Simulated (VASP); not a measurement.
# Band edges against the vacuum: BP(110)

Where do the bulk band edges lie against the vacuum outside BP(110)?

Main program and level: VASP 6.6.1; r2SCAN; plane waves and PAW (B, P).

## Step 1: Set-up

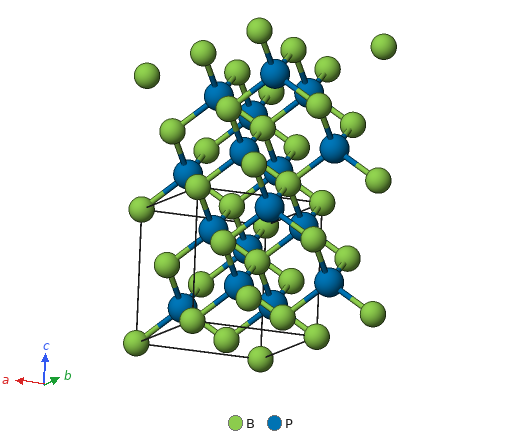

The cell as given, from a free direction (boron green, phosphorus blue). 1×2×2 cells are drawn. This picture shows the conventional cell, with its axes. Bonds to atoms that aren't drawn are left out. Some periodic images of atoms are drawn too.

As a file:

```xyz
2
Lattice="0.0000 2.2700 2.2700 2.2700 0.0000 2.2700 2.2700 2.2700 0.0000" Properties=species:S:1:pos:R:3 pbc="T T T"
B     0.0000    0.0000    0.0000
P     1.1350    1.1350    1.1350
```

## Step 2: Relaxing the bulk crystal

The later steps need the crystal at this functional's own lattice; a raised cutoff keeps the stress reliable while the cell changes.

Input file INCAR:

```
SYSTEM = BP
PREC = Accurate
ENCUT = 420
EDIFF = 1E-06
NELM = 120
ISMEAR = 0
SIGMA = 0.03
LREAL = .FALSE.
ALGO = Normal
METAGGA = R2SCAN
LASPH = .TRUE.
NBANDS = 10
LORBIT = 11
LWAVE = .FALSE.
LCHARG = .FALSE.
KPAR = 4
IBRION = 2
NSW = 40
ISIF = 3
EDIFFG = -0.02
POTIM = 0.4
```

Input file POSCAR:

```
BP
1.0
    0.0000000000      2.2700000000      2.2700000000
    2.2700000000      0.0000000000      2.2700000000
    2.2700000000      2.2700000000      0.0000000000
B P
1 1
Direct
    0.0000000000      0.0000000000      0.0000000000
    0.2500000000      0.2500000000      0.2500000000
```

Input file KPOINTS:

```
Automatic mesh
0
Gamma
7 7 7
0 0 0
```

Potentials, in the order of the species: B and P (PBE family, release 64).

Started as:

```
$ mpirun -np 4 vasp_std
```

Output:

```text
[banner, memory and clock lines left out]
running    4 mpi-ranks, on    1 nodes
 distrk:  each k-point on    1 cores,    4 groups
 distr:  one band on    1 cores,    1 groups

 POSCAR found type information on POSCAR B P
 POSCAR found :  2 types and       2 ions
|                                                                             |
|               ----> ADVICE to this user running VASP <----                  |
|                                                                             |
|     You enforced a specific xc type in the INCAR file but a different       |
|     [... a line on the potential file left out ...]
|     I HOPE YOU KNOW WHAT YOU ARE DOING!                                     |
|                                                                             |

 LDA part: xc-table for (None), standard interpolation
 POSCAR, INCAR and KPOINTS ok, starting setup
 FFT: planning ... GRIDC
 FFT: planning ... GRID_SOFT
 FFT: planning ... GRID
 WAVECAR not read
 entering main loop
       N       E                     dE             d eps       ncg     rms          rms(c)
DAV:   1     0.973624014095E+00    0.97362E+00   -0.37121E+03   400   0.624E+02
DAV:   2    -0.186991121791E+02   -0.19673E+02   -0.18477E+02   562   0.103E+02
DAV:   3    -0.191653759753E+02   -0.46626E+00   -0.46557E+00   498   0.147E+01
DAV:   4    -0.191669026989E+02   -0.15267E-02   -0.15264E-02   488   0.916E-01
DAV:   5    -0.191669095361E+02   -0.68372E-05   -0.68370E-05   488   0.611E-02    0.791E+00
DAV:   6    -0.173539468931E+02    0.18130E+01   -0.10753E+00   478   0.576E+00    0.479E+00
DAV:   7    -0.173068657187E+02    0.47081E-01   -0.21891E-01   496   0.264E+00    0.141E+00
DAV:   8    -0.173038032826E+02    0.30624E-02   -0.18022E-02   494   0.101E+00    0.173E-01
DAV:   9    -0.173041093990E+02   -0.30612E-03   -0.62214E-04   470   0.201E-01    0.703E-02
DAV:  10    -0.173041824064E+02   -0.73007E-04   -0.74922E-05   472   0.723E-02    0.218E-02
DAV:  11    -0.173041830025E+02   -0.59611E-06   -0.41176E-06   520   0.153E-02
   1 F= -.17304183E+02 E0= -.17304183E+02  d E =-.173042E+02
 curvature:   0.00 expect dE= 0.000E+00 dE for cont linesearch  0.000E+00
 trial: gam= 0.00000 g(F)=  0.103E-46 g(S)=  0.750E-03 ort = 0.000E+00 (trialstep = 0.100E+01)
 search vector abs. value=  0.750E-03
 bond charge predicted
       N       E                     dE             d eps       ncg     rms          rms(c)
DAV:   1    -0.173045601543E+02   -0.37775E-03   -0.11102E-02   460   0.685E-01    0.151E-01
DAV:   2    -0.173044611127E+02    0.99042E-04   -0.50267E-04   454   0.140E-01    0.869E-02
DAV:   3    -0.173044108659E+02    0.50247E-04   -0.15481E-04   444   0.680E-02    0.322E-02
DAV:   4    -0.173044105124E+02    0.35346E-06   -0.33481E-06   476   0.126E-02
   2 F= -.17304411E+02 E0= -.17304411E+02  d E =-.227510E-03
 trial-energy change:   -0.000228  1 .order   -0.000230   -0.000750    0.000290
 step:   0.7211(harm=  0.7211)  dis= 0.00000  next Energy=   -17.304454 (dE=-0.271E-03)
 bond charge predicted
       N       E                     dE             d eps       ncg     rms          rms(c)
DAV:   1    -0.173044695689E+02   -0.58703E-04   -0.90253E-04   454   0.196E-01    0.518E-02
DAV:   2    -0.173044617160E+02    0.78528E-05   -0.39533E-05   448   0.392E-02    0.300E-02
DAV:   3    -0.173044572813E+02    0.44347E-05   -0.12436E-05   444   0.190E-02    0.721E-03
DAV:   4    -0.173044567785E+02    0.50278E-06   -0.30262E-07   208   0.361E-03
   3 F= -.17304457E+02 E0= -.17304457E+02  d E =-.273776E-03
 curvature:  -0.36 expect dE=-0.199E-06 dE for cont linesearch -0.199E-06
 trial: gam= 0.00000 g(F)=  0.165E-48 g(S)=  0.552E-06 ort =-0.203E-04 (trialstep = 0.944E+00)
 search vector abs. value=  0.552E-06
 reached required accuracy - stopping structural energy minimisation
```

Run time: 9.6 s. Hardware: 4 MPI ranks of AMD EPYC 9R45, shared host; peak memory 0.45 GiB; 36 s of CPU time.

The logs omit lines about the potential files and the build; timing stands in the text.

Parts of OUTCAR (step 2):

```text
ion  position               nearest neighbor table
   1  0.000  0.000  0.000-   2 1.97   2 1.97   2 1.97   2 1.97
   2  0.250  0.250  0.250-   1 1.97   1 1.97   1 1.97   1 1.97

  LATTYP: Found a face centered cubic cell.
 ALAT       =     4.5400000000

 Subroutine GETGRP returns: Found 24 space group operations
 (whereof 24 operations were pure point group operations)

The static configuration has the point symmetry T_d .

 Found     20 irreducible k-points:

   k-points           NKPTS =     20   k-points in BZ     NKDIM =     20   number of bands    NBANDS=     10

   dimension x,y,z NGX =    24 NGY =   24 NGZ =   24
   dimension x,y,z NGXF=    48 NGYF=   48 NGZF=   48

   ENCUT  =  420.0 eV  30.87 Ry    5.56 a.u.   5.36  5.36  5.36*2*pi/ulx,y,z

   NELECT =       8.0000    total number of electrons

 k-points in reciprocal lattice and weights: Automatic mesh
   0.00000000  0.00000000  0.00000000       0.003
   0.14285714  0.00000000  0.00000000       0.023
   0.28571429  0.00000000  0.00000000       0.023
   0.42857143  0.00000000  0.00000000       0.023
   0.14285714  0.14285714  0.00000000       0.017
   0.28571429  0.14285714  0.00000000       0.070
   0.42857143  0.14285714  0.00000000       0.070
  -0.42857143  0.14285714  0.00000000       0.070
  -0.28571429  0.14285714  0.00000000       0.070
[...]
-0.42857143  0.42857143  0.14285714       0.070
  -0.28571429  0.42857143  0.14285714       0.070

 average (electrostatic) potential at core
       1 -26.0236       2 -84.2736

 E-fermi :   7.5949

 k-point     1 :       0.0000    0.0000    0.0000
  band No.  band energies     occupation
      1      -8.8597      2.00000
      2       7.4322      2.00000
      3       7.4322      2.00000
      4       7.4322      2.00000
      5      11.0764      0.00000
      6      11.0764      0.00000
      7      11.0764      0.00000
      8      15.4983      0.00000
      9      19.8620      0.00000
    ...

 k-point     2 :       0.1429    0.0000    0.0000
  band No.  band energies     occupation
      1      -8.4734      2.00000
      2       5.0391      2.00000
      3       6.8710      2.00000
      4       6.8710      2.00000
      5      11.7473      0.00000
      6      11.8533      0.00000
      7      11.8533      0.00000
      8      16.5340      0.00000
      9      19.0472      0.00000
    ...

 k-point     3 :       0.2857    0.0000    0.0000
  band No.  band energies     occupation
      1      -7.3512      2.00000
      2       1.4439      2.00000
      3       6.0686      2.00000
      4       6.0686      2.00000
      5      11.7671      0.00000
      6      12.6118      0.00000
      7      12.6118      0.00000
      8      18.1547      0.00000
      9      19.2753      0.00000
    ...

  Total        0.0030868      0.0030868      0.0030868      0.0000000      0.0000000     -0.0000000
  in kB        0.2124082      0.2124082      0.2124082      0.0000000      0.0000000     -0.0000000
  external PRESSURE =       0.2124082 kB  Pullay stress =       0.0000000 kB

  energy-cutoff  :      420.00
  volume of cell :       23.28
      direct lattice vectors                 reciprocal lattice vectors
     0.000000000  2.266403773  2.266403773    -0.220613823  0.220613823  0.220613823
     2.266403773  0.000000000  2.266403773     0.220613823 -0.220613823  0.220613823
     2.266403773  2.266403773  0.000000000     0.220613823  0.220613823 -0.220613823

 POSITION                                       TOTAL-FORCE (eV/Angst)
 -----------------------------------------------------------------------------------
      0.00000      0.00000      0.00000         0.000000     -0.000000     -0.000000
      1.13320      1.13320      1.13320         0.000000      0.000000      0.000000
 -----------------------------------------------------------------------------------
    total drift:                                0.000000      0.000000      0.000000

  FREE ENERGIE OF THE ION-ELECTRON SYSTEM (eV)
  ---------------------------------------------------
  free  energy   TOTEN  =       -17.3044567785 eV

  energy  without entropy=      -17.3044567785  energy(sigma->0) =      -17.30445678

 reached required accuracy - stopping structural energy minimisation

 total charge
# of ion       s       p       d       tot
------------------------------------------
    1        0.679   1.274   0.000   1.953
    2        0.985   1.590   0.000   2.576
--------------------------------------------------
tot          1.664   2.865   0.000   4.529

[... 3 further parts left out ...]
```

CONTCAR:

```
BP
   1.00000000000000
     0.0000000000000000    2.2664037725973043    2.2664037725973043
     2.2664037725973043    0.0000000000000000    2.2664037725973043
     2.2664037725973043    2.2664037725973043    0.0000000000000000
  B               P
     1     1
Direct
     0.0000000000000000    0.0000000000000000    0.0000000000000000
     0.2500000000000000    0.2500000000000000    0.2500000000000000
```

The PAW data sets were made with PBE, which is usual practice but a small mismatch for other functionals. The run keeps the 24 symmetry operations of its start, so it cannot find a distortion of lower symmetry.

The steps of the relaxation:

```csv
step,energy less that of the first step (eV),largest force (eV/Å),pressure (GPa),volume (Å³)
1,0.0000,0.0000,-0.78,23.39
2,-0.0002,0.0000,0.30,23.24
3,-0.0003,0.0000,0.02,23.28
```

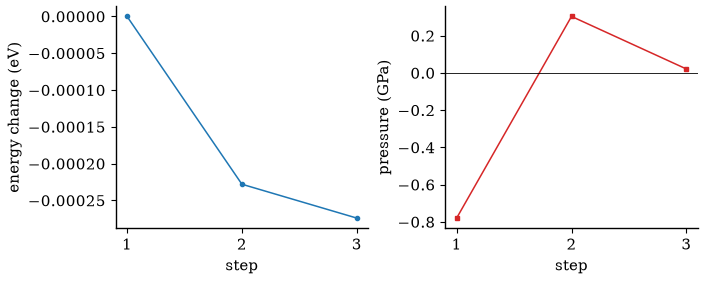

Energy and pressure along the relaxation.

| conventional cell, symmetrised | before | after | change |
| --- | --- | --- | --- |
| a (Å) | 4.540 | 4.533 | -0.2 % |
| b (Å) | 4.540 | 4.533 | -0.2 % |
| c (Å) | 4.540 | 4.533 | -0.2 % |
| volume (Å³/atom) | 11.70 | 11.64 | -0.5 % |

Final coordinates:

```cif
data_structure
_symmetry_space_group_name_H-M 'P 1'
_symmetry_Int_Tables_number 1
_cell_length_a 3.2052
_cell_length_b 3.2052
_cell_length_c 3.2052
_cell_angle_alpha 60.000
_cell_angle_beta 60.000
_cell_angle_gamma 60.000
_cell_volume 23.28
loop_
_atom_site_label
_atom_site_type_symbol
_atom_site_fract_x
_atom_site_fract_y
_atom_site_fract_z
_atom_site_occupancy
B1 B 0.00000 0.00000 0.00000 1
P2 P 0.25000 0.25000 0.25000 1
```

This step gave:

```yaml
electronic_cycles: 19
electrons: 8
free_energy_toten: -17.30 eV
fermi_energy: 7.595 eV
```

The run ended after 3 ionic steps, 0.000 eV below its first step, once forces and stress met EDIFFG = -0.02.

## Step 3: Band edges of the bulk

A static bulk run at the slab's cutoff gives the band edges and the core potentials that tie them to the slab.

Input file INCAR:

```
SYSTEM = BP
PREC = Normal
ENCUT = 360
EDIFF = 1E-06
NELM = 120
ISMEAR = 0
SIGMA = 0.03
LREAL = .FALSE.
ALGO = Normal
METAGGA = R2SCAN
LASPH = .TRUE.
NBANDS = 10
LORBIT = 11
LWAVE = .FALSE.
LCHARG = .FALSE.
KPAR = 4
```

Input file POSCAR:

```
BP
1.0
    0.0000000000      2.2664037726      2.2664037726
    2.2664037726      0.0000000000      2.2664037726
    2.2664037726      2.2664037726      0.0000000000
B P
1 1
Direct
    0.0000000000      0.0000000000      0.0000000000
    0.2500000000      0.2500000000      0.2500000000
```

Input file KPOINTS:

```
Automatic mesh
0
Gamma
17 17 17
0 0 0
```

Started as:

```
$ mpirun -np 4 vasp_std
```

Output:

```text
[banner, memory and clock lines left out]
running    4 mpi-ranks, on    1 nodes
 distrk:  each k-point on    1 cores,    4 groups
 distr:  one band on    1 cores,    1 groups

 POSCAR found type information on POSCAR B P
 POSCAR found :  2 types and       2 ions
 [... a notice as in an earlier step ...]

 LDA part: xc-table for (None), standard interpolation
 POSCAR, INCAR and KPOINTS ok, starting setup
 FFT: planning ... GRIDC
 FFT: planning ... GRID_SOFT
 FFT: planning ... GRID
 WAVECAR not read
 entering main loop
       N       E                     dE             d eps       ncg     rms          rms(c)
DAV:   1    -0.561678352782E+00   -0.56168E+00   -0.33432E+03  3340   0.555E+02
DAV:   2    -0.187831070521E+02   -0.18221E+02   -0.17460E+02  4804   0.949E+01
DAV:   3    -0.191762372127E+02   -0.39313E+00   -0.39236E+00  4056   0.130E+01
DAV:   4    -0.191776389643E+02   -0.14018E-02   -0.14016E-02  4026   0.893E-01
DAV:   5    -0.191776451400E+02   -0.61757E-05   -0.61756E-05  4016   0.552E-02    0.795E+00
DAV:   6    -0.173597374903E+02    0.18179E+01   -0.10767E+00  3898   0.566E+00    0.482E+00
DAV:   7    -0.173120880295E+02    0.47649E-01   -0.22055E-01  4110   0.263E+00    0.142E+00
DAV:   8    -0.173090385752E+02    0.30495E-02   -0.17705E-02  4136   0.969E-01    0.177E-01
DAV:   9    -0.173093404603E+02   -0.30189E-03   -0.64554E-04  3856   0.198E-01    0.715E-02
DAV:  10    -0.173094070264E+02   -0.66566E-04   -0.74600E-05  3834   0.691E-02    0.219E-02
DAV:  11    -0.173094071860E+02   -0.15961E-06   -0.39551E-06  4288   0.140E-02
   1 F= -.17309407E+02 E0= -.17309407E+02  d E =-.388950E-13
```

Run time: 8.4 s. Hardware: 4 MPI ranks; peak memory 0.43 GiB.

OUTCAR, selected parts (step 3):

```text
  LATTYP: Found a face centered cubic cell.
 ALAT       =     4.5328075452

The static configuration has the point symmetry T_d .

 Found    165 irreducible k-points:

   k-points           NKPTS =    165   k-points in BZ     NKDIM =    165   number of bands    NBANDS=     10

   dimension x,y,z NGX =    16 NGY =   16 NGZ =   16
   dimension x,y,z NGXF=    32 NGYF=   32 NGZF=   32

   ENCUT  =  360.0 eV  26.46 Ry    5.14 a.u.   4.96  4.96  4.96*2*pi/ulx,y,z

   NELECT =       8.0000    total number of electrons

 E-fermi :   7.5626

 k-point     1 :       0.0000    0.0000    0.0000
  band No.  band energies     occupation
      1      -8.8616      2.00000
      2       7.4305      2.00000
      3       7.4305      2.00000
      4       7.4305      2.00000
      5      11.0753      0.00000
      6      11.0753      0.00000
      7      11.0753      0.00000
      8      15.4955      0.00000
      9      19.8620      0.00000
    ...

 k-point     2 :       0.0588    0.0000    0.0000
  band No.  band energies     occupation
      1      -8.7958      2.00000
      2       6.8816      2.00000
      3       7.3113      2.00000
      4       7.3113      2.00000
      5      11.2407      0.00000
      6      11.2407      0.00000
      7      11.3148      0.00000
      8      15.6862      0.00000
      9      19.8004      0.00000
    ...

  Total       -0.0221828     -0.0221828     -0.0221828     -0.0000000     -0.0000000      0.0000000
  in kB       -1.5264554     -1.5264554     -1.5264554     -0.0000000     -0.0000000      0.0000000
  external PRESSURE =      -1.5264554 kB  Pullay stress =       0.0000000 kB

  energy-cutoff  :      360.00
  volume of cell :       23.28
      direct lattice vectors                 reciprocal lattice vectors
     0.000000000  2.266403773  2.266403773    -0.220613823  0.220613823  0.220613823
     2.266403773  0.000000000  2.266403773     0.220613823 -0.220613823  0.220613823
     2.266403773  2.266403773  0.000000000     0.220613823  0.220613823 -0.220613823

 POSITION                                       TOTAL-FORCE (eV/Angst)
 -----------------------------------------------------------------------------------
      0.00000      0.00000      0.00000        -0.000000     -0.000000     -0.000000
      1.13320      1.13320      1.13320         0.000000      0.000000      0.000000
 -----------------------------------------------------------------------------------
    total drift:                                0.000006      0.000006      0.000006

  FREE ENERGIE OF THE ION-ELECTRON SYSTEM (eV)
  ---------------------------------------------------
  free  energy   TOTEN  =       -17.3094071860 eV

  energy  without entropy=      -17.3094071860  energy(sigma->0) =      -17.30940719

 total charge
# of ion       s       p       d       tot
------------------------------------------
    1        0.681   1.275   0.000   1.957
    2        0.986   1.589   0.000   2.575
--------------------------------------------------
tot          1.667   2.864   0.000   4.532

[... 1 part as in an earlier step ...]

[... 7 further parts left out ...]
```

The gap is read on the k-mesh alone, so it is an upper bound where the band edges lie off the mesh.

This step gave:

| Quantity | Value |
| --- | --- |
| electronic cycles | 11 |
| free energy (TOTEN) | -17.31 eV |
| Fermi energy | 7.563 eV |
| metallic | no |
| gap on the k-mesh | 1.438 eV |
| least direct gap on the k-mesh | 3.645 eV |

(Continued in part 2 of 3.)

[Lines on the potential files, build, host, timing and source positions are cut from VASP's logs without a mark.]

[Logs are printed without paths, hosts, clocks, repeated set-up lines and the standing remarks that a program may print on its own settings, such as how far it seeks lower states.]

[Hosts, paths, dates, database ids (printed as entryN), source tags and the programs' standing remarks are cut or masked in the printed files.]

[Runs that stopped without an error message from VASP are left out.]
